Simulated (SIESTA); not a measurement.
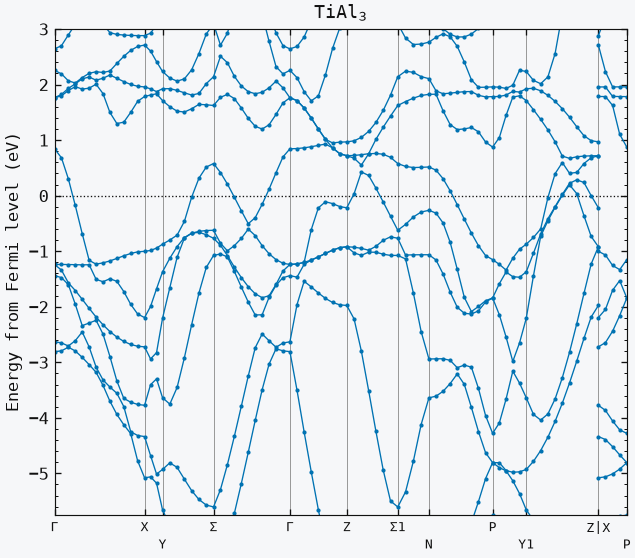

Band structure. Energies are counted from the Fermi level.

### What lattice type does the k path imply?

A body-centred tetragonal lattice: the path Γ–X–Y–Σ–Γ–Z–Σ1–N–P–Y1–Z|X–P runs through the special points of its Brillouin zone.

System: TiAl$_{3}$, space group I4/mmm, 4 atoms in the primitive cell.

```xyz
4
Lattice="-1.9111 1.9111 4.2807 1.9111 -1.9111 4.2807 1.9111 1.9111 -4.2807" Properties=species:S:1:pos:R:3 pbc="T T T"
Ti    0.0000    0.0000    0.0000
Al    1.9111    0.0000    2.1403
Al    0.0000    1.9111    2.1403
Al    0.0000    0.0000    4.2807
```

Method: PBEsol, PseudoDojo 0.4 standard (PBEsol files), no spin polarisation, no spin-orbit coupling, 10×10×10 k mesh, Fermi-Dirac smearing of 0.05 eV (SIESTA).

### Is there a gap at the Fermi level?

A metal: 3 bands cross the Fermi level along this path.

### Which levels at Y1 lie nearest to the Fermi level?

At Y1 the nearest levels lie 0.87 eV below and 1.71 eV above the Fermi level.

The basis of atomic orbitals isn't converged, which shifts gaps and empty levels. The cell comes from a database of computed structures, and whether it is the stable form of this composition wasn't checked. Bands are joined in order of energy, so crossings between the computed points show as kinks or gaps. In reduced coordinates of the cell that was run, X is (0, 0, 0.5), Y is (−0.1, 0.1, 0.5), Σ is (−0.3, 0.3, 0.3), Z is (0.5, 0.5, −0.5), Σ1 is (0.3, 0.7, −0.3), N is (0, 0.5, 0), P is (0.25, 0.25, 0.25) and Y1 is (0.5, 0.5, −0.1).
